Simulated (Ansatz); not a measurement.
System: InAs (slab).

Input

```
crystal:
  lattice:
    - [4.3044884355, 0.0, 0.0]
    - [0.0, 10.5438002708, 0.0]
    - [0.0, 0.0, 24.940790228]
  atoms:
    - { symbol: In, position: [0.5, 0.6666666667, 0.300712204] }
    - { symbol: As, position: [0.5, 0.4166666667, 0.300712204] }
    - { symbol: In, position: [0.0, 0.3333333333, 0.350534153] }
    - { symbol: As, position: [0.0, 0.0833333333, 0.350534153] }
    - { symbol: In, position: [0.5, 0.0, 0.400356102] }
    - { symbol: As, position: [0.5, 0.75, 0.400356102] }
    - { symbol: In, position: [0.0, 0.6666666667, 0.450178051] }
    - { symbol: As, position: [0.0, 0.4166666667, 0.450178051] }
    - { symbol: In, position: [0.5, 0.3333333333, 0.5] }
    - { symbol: As, position: [0.5, 0.0833333333, 0.5] }
    - { symbol: In, position: [0.0, 0.0, 0.549821949] }
    - { symbol: As, position: [0.0, 0.75, 0.549821949] }
    - { symbol: In, position: [0.5, 0.6666666667, 0.599643898] }
    - { symbol: As, position: [0.5, 0.4166666667, 0.599643898] }
    - { symbol: In, position: [0.0, 0.3333333333, 0.649465847] }
    - { symbol: As, position: [0.0, 0.0833333333, 0.649465847] }
    - { symbol: In, position: [0.5, 0.0, 0.699287796] }
    - { symbol: As, position: [0.5, 0.75, 0.699287796] }
basis:
  ecutwfc: 420
kpoints:
  mp_grid: { grid: [8, 4, 1] }
hamiltonian:
  xc: pbesol
scf:
  occupations: { method: gaussian, width: 0.1 }
output:
  forces: true
  stress: true
  eigenvalues: true
  write_density: true
  write_potential: true
  elf: true
  volumetric_format: npy
efield:
  axis: 3
  dipole_correction: true
  ramp_width: 0.04
```

Command:

```sh
ansatz run input.yaml --threads 2 --pin off --max-ram 5120MiB --backend cpu --events-out ev --progress --plain --runs-dir out
```

Not relaxed (largest force 1.4 eV/Å).

The calculation used DFT PBEsol, scalar-relativistic, plane waves, PAW in Ansatz.

What can the converged valence pseudo-density and electron localisation function tell about the bonding?

Answer. In–As (2.64 Å): ρ at the midpoint is about 0.39 e/Å³; the ELF is about 0.50 at the midpoint.

Does the calculation make it a metal, or give it a gap?

Answer. It is gapless in this calculation (a metal or semimetal).

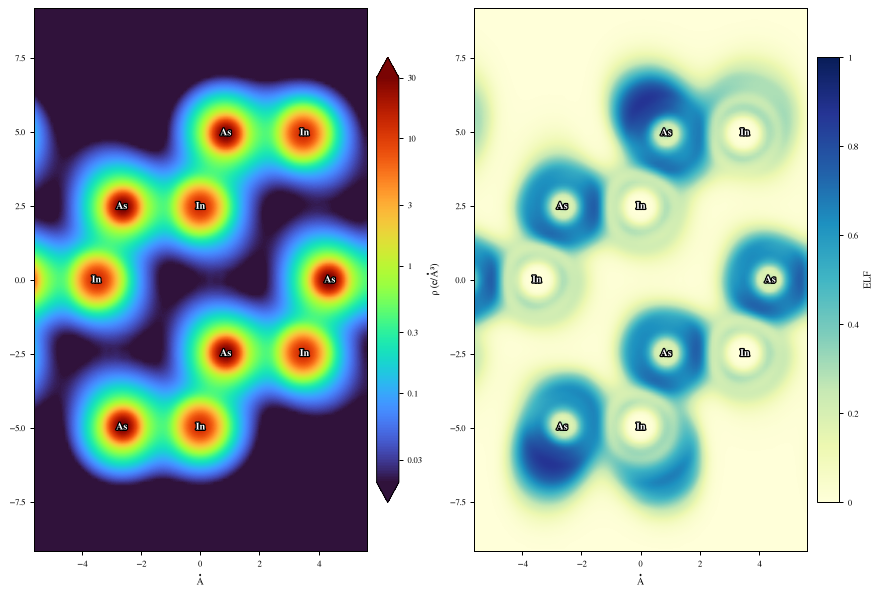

Computed valence pseudo-density and electron localisation function on the (100) plane of the calculation cell, a cut from vacuum to vacuum, in this order. 

In a PAW calculation such maps are meaningful between the atoms, not at the nuclei.
